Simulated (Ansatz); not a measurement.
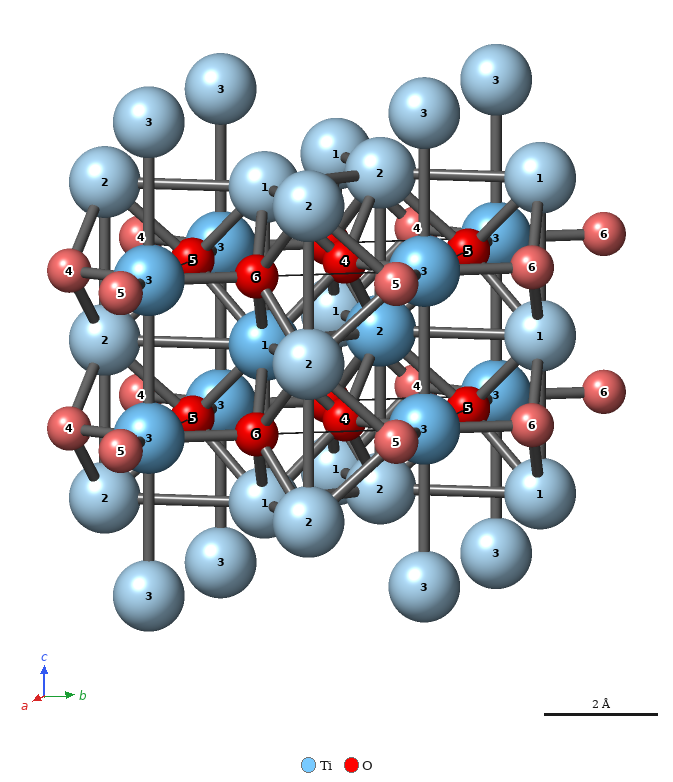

**Figure 1.** The input geometry (ball-and-stick view of the cell of the calculation, seen slightly off an axis; neighbours outside the cell are drawn fainter; atoms are numbered from 1 in the order of the input). Near neighbours in the crystal (not all of them lie inside the picture): Ti has 6 O at 2.10 Å and 5 Ti at 2.82 to 2.92 Å; Ti has 3 O at 1.98 Å and 2 Ti at 2.82 Å; O has 5 Ti at 1.98 to 2.10 Å.

# Geometry relaxation, with input and output: TiO

System: TiO (6 atoms in the cell).
Method: DFT r2SCAN+U, scalar-relativistic, plane waves, PAW, Ueff = 4 eV on Ti d (Ansatz 0.2.0).

The structure derives from a Materials Project entry. The run did not end well. It belongs to a series of runs on one base structure; here: uniaxial strain along c, a, b and atoms relaxed: -3.0 %. Figures and captions count atoms from 1; the log counts them from 0 in places.

**Input**
```yaml
crystal:
  lattice:
    - [5.0650015972, 0.0, 0.0]
    - [-2.5325007986, 4.3864200534, 0.0]
    - [0.0, 0.0, 2.8169358719]
  atoms:
    - { symbol: Ti, position: [0.6666666697, 0.3333333308, 0.5] }
    - { symbol: Ti, position: [0.3333333308, 0.6666666697, 0.5] }
    - { symbol: Ti, position: [3.8e-09, 3.8e-09, 0.0] }
    - { symbol: O, position: [0.6094756817, 0.6094756817, 0.0] }
    - { symbol: O, position: [0.3905243128, 1.2e-09, 0.0] }
    - { symbol: O, position: [1.2e-09, 0.3905243128, 0.0] }
basis:
  ecutwfc: 500
kpoints:
  mp_grid: { grid: [12, 12, 12] }
hamiltonian:
  xc: r2scan
  hubbard: { sites: [{ species: Ti, l: d, u_eff: 4.0 }] }
scf:
  occupations: { method: gaussian, width: 0.1 }
output:
  forces: true
  stress: true
  eigenvalues: true
relax:
  adjacent_minimum: "off"
  f_tol: 0.008
  max_steps: 40
  cell: { stress_tol: 0.015, fix: [c, angles] }
```

Hardware: 1 thread of Intel Xeon (Granite Rapids), 192 GiB of memory available, shared host.

Command:
```bash
ansatz run input.yaml --threads 1 --pin off --max-ram 2560MiB --backend cpu --events-out ev --progress --plain --runs-dir out
```

**Output**
```
Warning: crystal.symmetry: narrowed to the stabiliser of the fixed cell quantities (relax.cell.fix) — unitary ops 12 → 4. The narrowing is safe, since a smaller group never makes results wrong: the run goes on under it, on as many k-points as the starting group would need, or more. Excluded: 8 operations that would move a fixed cell quantity at a test strain (relax.cell.fix fixes c, alpha, beta, gamma). The cell can leave their symmetry as it relaxes.
Ti: projections on atomic orbitals take those of the free atom [Ne] 3s2 3p6 3d2 4s2, of charge +0.00 (hamiltonian.pseudopotentials.projection_atoms); the dataset's partial waves leave at most 4.1e-7 of an orbital's norm unspanned inside its sphere
O: projections on atomic orbitals take those of the free atom [He] 2s2 2p4, of charge +0.00 (hamiltonian.pseudopotentials.projection_atoms); the dataset's partial waves leave at most 1.9e-8 of an orbital's norm unspanned inside its sphere
Engine: ansatz 0.2.0, x86_64-unknown-linux-gnu
Pseudopotentials: kind: paw
Pseudopotential: Ti, paw, valence charge 12, recommended cutoff 500 eV (meta_gga), Ti.paw.azcp
Pseudopotential: O, paw, valence charge 6, recommended cutoff 500 eV (meta_gga), O.paw.azcp
Functional definition: r2SCAN
  parameter k0 = 0.174
  parameter k1 = 0.065
  parameter a1 = 4.9479
  exchange = r2scan_x(k0 = k0, k1 = k1, a1 = a1)
  correlation = r2scan_c
Crystal: 6 atoms, lattice volume = 62.584 Å³
Basis set: ecut = 500 eV, 1589 PW (Γ), exchange–correlation on 160×160×96 points (64 copies of the dense FFT grid, shifted against one another)
Bands: 33, of which v1, the nominal top of the filled ones, is band 27 counted from 1 (26 counted from 0)
Symmetry: 4 space group operations
k-points: 301 of 1728 (time reversal used)
Non-local potential: Ti, projectors of the file, l = 0: 3, l = 1: 2, l = 2: 3, l = 3: 1
Non-local potential: O, projectors of the file, l = 0: 2, l = 1: 2, l = 2: 1
PAW form: soft (Blöchl's): semilocal exchange-correlation on the pseudo side does not see the compensation charge
PAW frozen core: Ti, regenerated for the run's functional (the file was generated under x = pbe(κ = 0.804, μ = 0.2195149727645171), c = pbe(β = 0.06672455060314922))
PAW frozen core: O, regenerated for the run's functional (the file was generated under x = pbe(κ = 0.804, μ = 0.2195149727645171), c = pbe(β = 0.06672455060314922))
PAW one-centre angular grid: Ti, 590 points (default); XC on 160 Gauss nodes
PAW one-centre angular grid: O, 302 points (default); XC on 160 Gauss nodes
Initial density: superposition of atomic densities (chi_scale 0.1, normalization cell, long waves of neutral atoms under a Hubbard term (reshape's long-wave potential 0.02 eV rms, cloud 2.26 Å wide))
Initial wavefunctions: pseudopotential atomic-orbital guess
Functional: x = r2scan, c = r2scan; τ floored in thin density (d = 2e-4 eV/Å³)
SCF iter   1: F=—  HF=-9215.356896 eV  |F-HF|=—  |Δ(HF+E_count)|=         —  Δρ=7.92e-2  dr2=7.69e0  dr2_τ=3.30e-1  ethr=3.10e-3  ⟨swp⟩=4.9  Hψ=38631  notcnv=0
preconditioner: auto → Kerker (q_TF=auto, 2.662 Å⁻¹)  [metal: Δε(μ)=0.067 eV  Ē_g=10.579 eV  σ=0.100 eV  W_gap=0.34  n_scr=26 (ndim 8)  ℏωp=25.7 eV  f_vac=0.000  D(μ)=0.62/eV (n_scr^D=0)]
SCF iter   2: F=—  HF=-9215.990613 eV  |F-HF|=—  |Δ(HF+E_count)|=   6.34e-1  Δρ=5.07e-2  dr2=1.36e0  dr2_τ=2.27e-1  ethr=3.10e-3  ⟨swp⟩=2.7  Hψ=19360  notcnv=0  defer=455
SCF iter   3: F=—  HF=-9216.273588 eV  |F-HF|=—  |Δ(HF+E_count)|=   2.83e-1  Δρ=2.48e-2  dr2=2.82e-1  dr2_τ=1.40e-2  ethr=2.52e-3  ⟨swp⟩=2.8  Hψ=14493  notcnv=0  defer=385
SCF iter   4: F=—  HF=-9216.547616 eV  |F-HF|=—  |Δ(HF+E_count)|=   2.74e-1  Δρ=1.18e-2  dr2=7.74e-2  dr2_τ=8.88e-3  ethr=5.21e-4  ⟨swp⟩=3.0  Hψ=20744  notcnv=0  defer=392
SCF iter   5: F=—  HF=-9216.546366 eV  |F-HF|=—  |Δ(HF+E_count)|=   1.25e-3  Δρ=4.64e-3  dr2=1.02e-2  dr2_τ=1.02e-3  ethr=1.43e-4  ⟨swp⟩=2.1  Hψ=16278  notcnv=0  defer=439
SCF iter   6: F=—  HF=-9216.551562 eV  |F-HF|=—  |Δ(HF+E_count)|=   5.20e-3  Δρ=1.83e-3  dr2=1.80e-3  dr2_τ=1.06e-4  ethr=1.88e-5  ⟨swp⟩=2.4  Hψ=15617  notcnv=0  defer=439
SCF iter   7: F=—  HF=-9216.551809 eV  |F-HF|=—  |Δ(HF+E_count)|=   2.47e-4  Δρ=4.00e-4  dr2=1.29e-4  dr2_τ=7.02e-6  ethr=3.34e-6  ⟨swp⟩=2.2  Hψ=14096  notcnv=0  defer=444
SCF iter   8: F=—  HF=-9216.551841 eV  |F-HF|=—  |Δ(HF+E_count)|=   3.16e-5  Δρ=1.79e-4  dr2=1.88e-5  dr2_τ=1.93e-6  ethr=2.38e-7  ⟨swp⟩=2.0  Hψ=13998  notcnv=0  defer=444
SCF iter   9: F=—  HF=-9216.551851 eV  |F-HF|=—  |Δ(HF+E_count)|=   1.07e-5  Δρ=6.42e-5  dr2=2.25e-6  dr2_τ=1.21e-7  ethr=3.49e-8  ⟨swp⟩=2.1  Hψ=13841  notcnv=0  defer=443
SCF iter  10: F=—  HF=-9216.551851 eV  |F-HF|=—  |Δ(HF+E_count)|=   2.24e-8  Δρ=1.79e-5  dr2=1.76e-7  dr2_τ=1.24e-8  ethr=4.16e-9  ⟨swp⟩=2.0  Hψ=15871  notcnv=0  defer=443
SCF iter  11: F=-9216.551851 eV  HF=-9216.551851 eV  |F-HF|=4.31e-10  |Δ(HF+E_count)|=   3.84e-9  Δρ=3.64e-6  dr2=9.18e-9  dr2_τ=3.68e-10  ethr=1.85e-10  ⟨swp⟩=10.2  Hψ=40524  notcnv=0
SCF 1 converged in 11 iterations: F = -9216.551851 eV  dr2 = 9.18e-9
  greatest PAW one-centre occupation: 1.002 electrons in one spin orbital (limit 2), on the Ti atom at site 0 (counted from 0), in its partial waves of l = 1
relax step   1: F+E_penalty+E_count = -9216.55185130 eV  Δ(F+E_penalty+E_count) = +0.000e0 eV  max|allowed force component| = 1.932e-2 eV/Å  Δτ_max = 0.0000 Å  P = +3.483 GPa  Ω = 62.584 Å³  fix = [c, alpha, beta, gamma]  reactions: c +9.956 GPa; gamma +0.000 GPa/rad  (11 SCF iters, dr2 threshold 1.00e-7 eV, accepted)
Crystal: 6 atoms, lattice volume = 62.644 Å³
Basis set: ecut = 500 eV, 1595 PW (Γ), exchange–correlation on 160×160×96 points (64 copies of the dense FFT grid, shifted against one another)
Initial density: handed on by an earlier stage of this run
Initial wavefunctions: those handed on with the density
iter 1 solved again at ethr=6.42e-8 eV; its pass at ethr=3.10e-3 eV (dr2=3.47e-5 eV) is discarded
SCF iter   1: F=—  HF=-9216.551841 eV  |F-HF|=—  |Δ(HF+E_count)|=         —  Δρ=2.14e-4  dr2=3.89e-5  dr2_τ=1.65e-4  ethr=6.42e-8  ⟨swp⟩=2.2  Hψ=50750  notcnv=0
preconditioner: auto → Kerker (q_TF=auto, 2.662 Å⁻¹)  [metal: Δε(μ)=0.039 eV  Ē_g=10.634 eV  σ=0.100 eV  W_gap=0.21  n_scr=26 (ndim 8)  ℏωp=25.7 eV  f_vac=0.000  D(μ)=0.69/eV (n_scr^D=0)]
SCF iter   2: F=—  HF=-9216.551895 eV  |F-HF|=—  |Δ(HF+E_count)|=   5.44e-5  Δρ=9.17e-5  dr2=3.21e-6  dr2_τ=7.27e-7  ethr=6.42e-8  ⟨swp⟩=2.0  Hψ=16962  notcnv=0
SCF iter   3: F=—  HF=-9216.551897 eV  |F-HF|=—  |Δ(HF+E_count)|=   1.26e-6  Δρ=5.49e-5  dr2=1.97e-6  dr2_τ=8.38e-8  ethr=5.95e-9  ⟨swp⟩=2.6  Hψ=15356  notcnv=0
SCF iter   4: F=—  HF=-9216.551897 eV  |F-HF|=—  |Δ(HF+E_count)|=   8.77e-7  Δρ=2.72e-5  dr2=4.14e-7  dr2_τ=5.73e-8  ethr=3.64e-9  ⟨swp⟩=2.0  Hψ=13413  notcnv=0
SCF iter   5: F=-9216.551898 eV  HF=-9216.551898 eV  |F-HF|=1.06e-9  |Δ(HF+E_count)|=   1.98e-8  Δρ=8.48e-6  dr2=4.77e-8  dr2_τ=2.86e-9  ethr=2.80e-10  ⟨swp⟩=5.8  Hψ=38118  notcnv=0
SCF 2 converged in 5 iterations: F = -9216.551898 eV  dr2 = 4.77e-8
  greatest PAW one-centre occupation: 1.002 electrons in one spin orbital (limit 2), on the Ti atom at site 1 (counted from 0), in its partial waves of l = 1
relax step   2: F+E_penalty+E_count = -9216.55189752 eV  Δ(F+E_penalty+E_count) = -4.622e-5 eV  max|allowed force component| = 1.060e-2 eV/Å  Δτ_max = 0.0010 Å  P = +3.297 GPa  Ω = 62.644 Å³  energy of the carried Pulay correction = -4.981e-5 eV  fix = [c, alpha, beta, gamma]  reactions: c +9.822 GPa; gamma +0.000 GPa/rad  (5 SCF iters, dr2 threshold 1.51e-7 eV, accepted)
Crystal: 6 atoms, lattice volume = 62.662 Å³
iter 1 solved again at ethr=3.34e-8 eV; its pass at ethr=3.10e-3 eV (dr2=1.80e-5 eV) is discarded
SCF iter   1: F=—  HF=-9216.551887 eV  |F-HF|=—  |Δ(HF+E_count)|=         —  Δρ=1.42e-4  dr2=1.97e-5  dr2_τ=7.49e-5  ethr=3.34e-8  ⟨swp⟩=1.9  Hψ=45028  notcnv=0
preconditioner: auto → Kerker (q_TF=auto, 2.661 Å⁻¹)  [metal: Δε(μ)=0.039 eV  Ē_g=10.634 eV  σ=0.100 eV  W_gap=0.21  n_scr=26 (ndim 8)  ℏωp=25.7 eV  f_vac=0.000  D(μ)=0.69/eV (n_scr^D=0)]
SCF iter   2: F=—  HF=-9216.551895 eV  |F-HF|=—  |Δ(HF+E_count)|=   8.81e-6  Δρ=5.87e-5  dr2=1.44e-6  dr2_τ=3.88e-7  ethr=3.34e-8  ⟨swp⟩=2.4  Hψ=14917  notcnv=0
SCF iter   3: F=—  HF=-9216.551896 eV  |F-HF|=—  |Δ(HF+E_count)|=   9.33e-7  Δρ=3.53e-5  dr2=8.44e-7  dr2_τ=3.24e-8  ethr=2.67e-9  ⟨swp⟩=2.0  Hψ=11519  notcnv=0
SCF iter   4: F=—  HF=-9216.551897 eV  |F-HF|=—  |Δ(HF+E_count)|=   2.66e-7  Δρ=2.44e-5  dr2=2.79e-7  dr2_τ=2.49e-8  ethr=1.56e-9  ⟨swp⟩=2.0  Hψ=13178  notcnv=0
SCF iter   5: F=—  HF=-9216.551897 eV  |F-HF|=—  |Δ(HF+E_count)|=   3.79e-8  Δρ=6.26e-6  dr2=2.30e-8  dr2_τ=9.00e-10  ethr=5.16e-10  ⟨swp⟩=2.0  Hψ=14758  notcnv=0
SCF iter   6: F=-9216.551897 eV  HF=-9216.551897 eV  |F-HF|=4.23e-9  |Δ(HF+E_count)|=   7.64e-9  Δρ=2.93e-6  dr2=7.01e-9  dr2_τ=4.94e-10  ethr=1.30e-11  ⟨swp⟩=4.9  Hψ=32005  notcnv=0
SCF 3 converged in 6 iterations: F = -9216.551897 eV  dr2 = 7.01e-9
relax step   3: F+E_penalty+E_count = -9216.55189670 eV  Δ(F+E_penalty+E_count) = +8.154e-7 eV  max|allowed force component| = 2.066e-3 eV/Å  Δτ_max = 0.0007 Å  P = +3.249 GPa  Ω = 62.662 Å³  energy of the carried Pulay correction = -6.570e-5 eV  fix = [c, alpha, beta, gamma]  reactions: c +9.781 GPa; gamma +0.000 GPa/rad  (6 SCF iters, dr2 threshold 7.03e-9 eV, accepted)
Crystal: 6 atoms, lattice volume = 62.660 Å³
iter 1 solved again at ethr=1.14e-9 eV; its pass at ethr=3.10e-3 eV (dr2=6.13e-7 eV) is discarded
SCF iter   1: F=—  HF=-9216.551899 eV  |F-HF|=—  |Δ(HF+E_count)|=         —  Δρ=2.54e-5  dr2=6.59e-7  dr2_τ=2.33e-6  ethr=1.14e-9  ⟨swp⟩=1.5  Hψ=43683  notcnv=0
preconditioner: auto → Kerker (q_TF=auto, 2.661 Å⁻¹)  [metal: Δε(μ)=0.038 eV  Ē_g=10.635 eV  σ=0.100 eV  W_gap=0.21  n_scr=26 (ndim 8)  ℏωp=25.7 eV  f_vac=0.000  D(μ)=0.69/eV (n_scr^D=0)]
SCF iter   2: F=—  HF=-9216.551899 eV  |F-HF|=—  |Δ(HF+E_count)|=   1.67e-7  Δρ=1.10e-5  dr2=5.72e-8  dr2_τ=1.47e-8  ethr=1.14e-9  ⟨swp⟩=2.4  Hψ=14624  notcnv=0
SCF iter   3: F=—  HF=-9216.551899 eV  |F-HF|=—  |Δ(HF+E_count)|=   7.29e-9  Δρ=6.27e-6  dr2=2.40e-8  dr2_τ=1.09e-9  ethr=1.06e-10  ⟨swp⟩=2.0  Hψ=11875  notcnv=0
SCF iter   4: F=—  HF=-9216.551899 eV  |F-HF|=—  |Δ(HF+E_count)|=   5.57e-9  Δρ=2.71e-6  dr2=2.98e-9  dr2_τ=2.22e-10  ethr=4.45e-11  ⟨swp⟩=2.1  Hψ=12400  notcnv=0
SCF iter   5: F=—  HF=-9216.551899 eV  |F-HF|=—  |Δ(HF+E_count)|=   1.97e-9  Δρ=9.10e-7  dr2=7.86e-10  dr2_τ=2.49e-11  ethr=1.36e-12  ⟨swp⟩=4.7  Hψ=31355  notcnv=0
SCF iter   6: F=-9216.551899 eV  HF=-9216.551899 eV  |F-HF|=9.46e-11  |Δ(HF+E_count)|=  1.91e-10  Δρ=4.39e-7  dr2=1.41e-10  dr2_τ=1.00e-11  ethr=1.36e-12  ⟨swp⟩=4.1  Hψ=30042  notcnv=0
SCF 4 converged in 6 iterations: F = -9216.551899 eV  dr2 = 1.41e-10
relax step   4: F+E_penalty+E_count = -9216.55189914 eV  Δ(F+E_penalty+E_count) = -2.438e-6 eV  max|allowed force component| = 1.116e-4 eV/Å  Δτ_max = 0.0001 Å  P = +3.260 GPa  Ω = 62.660 Å³  energy of the carried Pulay correction = -6.383e-5 eV  fix = [c, alpha, beta, gamma]  reactions: c +9.786 GPa; gamma +0.000 GPa/rad  (6 SCF iters, dr2 threshold 7.32e-10 eV, accepted)
Initial wavefunctions: pseudopotential atomic-orbital guess (no wavefunctions were taken with the density)
iter 1 solved again at ethr=2.08e-8 eV; its pass at ethr=3.10e-3 eV (dr2=1.12e-5 eV) is discarded
SCF iter   1: F=—  HF=-9216.551957 eV  |F-HF|=—  |Δ(HF+E_count)|=         —  Δρ=1.14e-5  dr2=3.01e-9  dr2_τ=8.17e-9  ethr=2.08e-8  ⟨swp⟩=4.0  Hψ=64897  notcnv=0
SCF iter   2: F=—  HF=-9216.551958 eV  |F-HF|=—  |Δ(HF+E_count)|=   1.04e-6  Δρ=5.83e-6  dr2=8.32e-10  dr2_τ=8.14e-9  ethr=5.57e-12  ⟨swp⟩=3.0  Hψ=21032  notcnv=0
SCF iter   3: F=—  HF=-9216.551958 eV  |F-HF|=—  |Δ(HF+E_count)|=   9.85e-8  Δρ=2.07e-6  dr2=2.29e-10  dr2_τ=9.81e-10  ethr=1.54e-12  ⟨swp⟩=2.0  Hψ=14450  notcnv=0
SCF iter   4: F=—  HF=-9216.551958 eV  |F-HF|=—  |Δ(HF+E_count)|=   1.33e-8  Δρ=2.22e-7  dr2=1.98e-11  dr2_τ=5.96e-12  ethr=1.00e-12  ⟨swp⟩=2.0  Hψ=13508  notcnv=0
SCF iter   5: F=—  HF=-9216.551958 eV  |F-HF|=—  |Δ(HF+E_count)|=  3.64e-12  Δρ=1.01e-7  dr2=5.40e-12  dr2_τ=9.30e-13  ethr=1.00e-12  ⟨swp⟩=6.4  Hψ=40306  notcnv=0
```

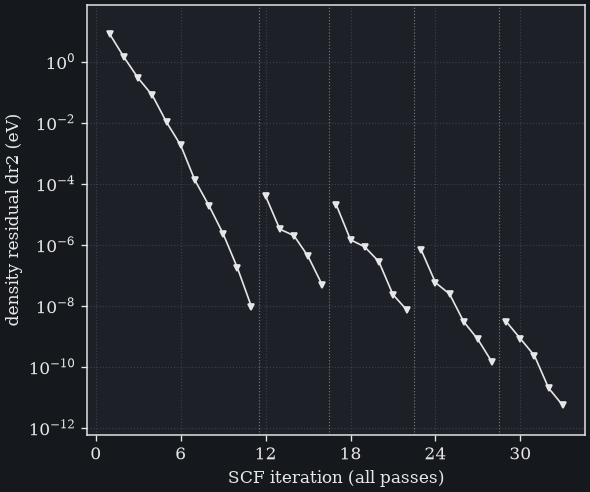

**Figure 2.** Convergence of the self-consistent field: density residual dr2 against the SCF iteration. Dotted lines part the SCF passes that the log prints in full.

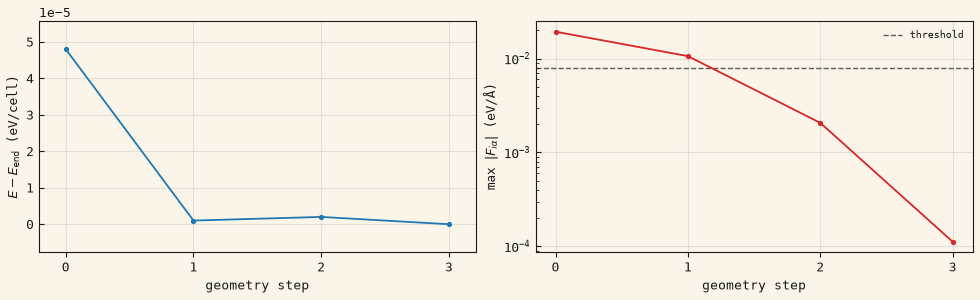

**Figure 3.** Progress of the relaxation, step by step (the first geometry is step 0 here and step 1 in the log). The run was cut off at its time limit before the program reported convergence, but its last step already meets the force threshold: the largest component is 0.00011 eV/Å against 0.008 eV/Å. After 3 geometry steps the energy has fallen by next to nothing (0.0 meV per cell of the calculation). The largest force component goes from 0.019 to 0.00011 eV/Å. Pressure: 3.48 GPa at the start and 3.26 GPa at the end. No atom moves by more than 0.005 Å relative to the cell. 

**Trajectory as extended XYZ (Å, eV, eV/Å), 4 frames, from step=1 to step=4**
```
6
Lattice="5.0650 0.0000 0.0000 -2.5325 4.3864 0.0000 0.0000 0.0000 2.8169" Properties=species:S:1:pos:R:3:forces:R:3 step=1 energy=-9216.55185 pressure_GPa=3.48
Ti    2.5325    1.4621    1.4085    0.0000   0.0000   0.0000
Ti    0.0000    2.9243    1.4085    0.0000   0.0000   0.0000
Ti    0.0000    0.0000    0.0000    0.0000   0.0000   0.0000
O     1.5435    2.6734    0.0000    0.0097   0.0167   0.0000
O     1.9780    0.0000    0.0000   -0.0193   0.0000   0.0000
O    -0.9890    1.7130    0.0000    0.0097  -0.0167   0.0000
6
Lattice="5.0674 0.0000 0.0000 -2.5337 4.3885 0.0000 0.0000 0.0000 2.8169" Properties=species:S:1:pos:R:3:forces:R:3 step=2 energy=-9216.55190 pressure_GPa=3.30
Ti    2.5337    1.4628    1.4085    0.0000   0.0000   0.0000
Ti    0.0000    2.9257    1.4085    0.0000   0.0000   0.0000
Ti    0.0000    0.0000    0.0000    0.0000   0.0000   0.0000
O     1.5447    2.6755    0.0000    0.0053   0.0092   0.0000
O     1.9779    0.0000    0.0000   -0.0106   0.0000   0.0000
O    -0.9890    1.7130    0.0000    0.0053  -0.0092   0.0000
6
Lattice="5.0682 0.0000 0.0000 -2.5341 4.3891 0.0000 0.0000 0.0000 2.8169" Properties=species:S:1:pos:R:3:forces:R:3 step=3 energy=-9216.55190 pressure_GPa=3.25
Ti    2.5341    1.4630    1.4085    0.0000   0.0000   0.0000
Ti    0.0000    2.9261    1.4085    0.0000   0.0000   0.0000
Ti    0.0000    0.0000    0.0000    0.0000   0.0000   0.0000
O     1.5453    2.6766    0.0000    0.0010   0.0018   0.0000
O     1.9775    0.0000    0.0000   -0.0021   0.0000   0.0000
O    -0.9888    1.7126    0.0000    0.0010  -0.0018   0.0000
6
Lattice="5.0681 0.0000 0.0000 -2.5340 4.3891 0.0000 0.0000 0.0000 2.8169" Properties=species:S:1:pos:R:3:forces:R:3 step=4 energy=-9216.55190 pressure_GPa=3.26
Ti    2.5340    1.4630    1.4085    0.0000   0.0000   0.0000
Ti    0.0000    2.9260    1.4085    0.0000   0.0000   0.0000
Ti    0.0000    0.0000    0.0000    0.0000   0.0000   0.0000
O     1.5454    2.6766    0.0000    0.0001   0.0001   0.0000
O     1.9773    0.0000    0.0000   -0.0001   0.0000   0.0000
O    -0.9887    1.7124    0.0000    0.0001  -0.0001   0.0000
```

**What the run reported**

```json
{"quantity": "outcome", "value": "stopped at the time limit"}
{"quantity": "space group (tolerance 0.01 Å)", "value": "P-62m (189)"}
{"quantity": "final cell", "value": "a = 5.068 Å, b = 5.068 Å, c = 2.817 Å, α = 90.00°, β = 90.00°, γ = 120.00°"}
{"quantity": "wall time", "value": "5.4 min"}
{"quantity": "peak memory", "value": "1.5 GiB"}
```

The run was cut off by its time limit, so the output is incomplete.
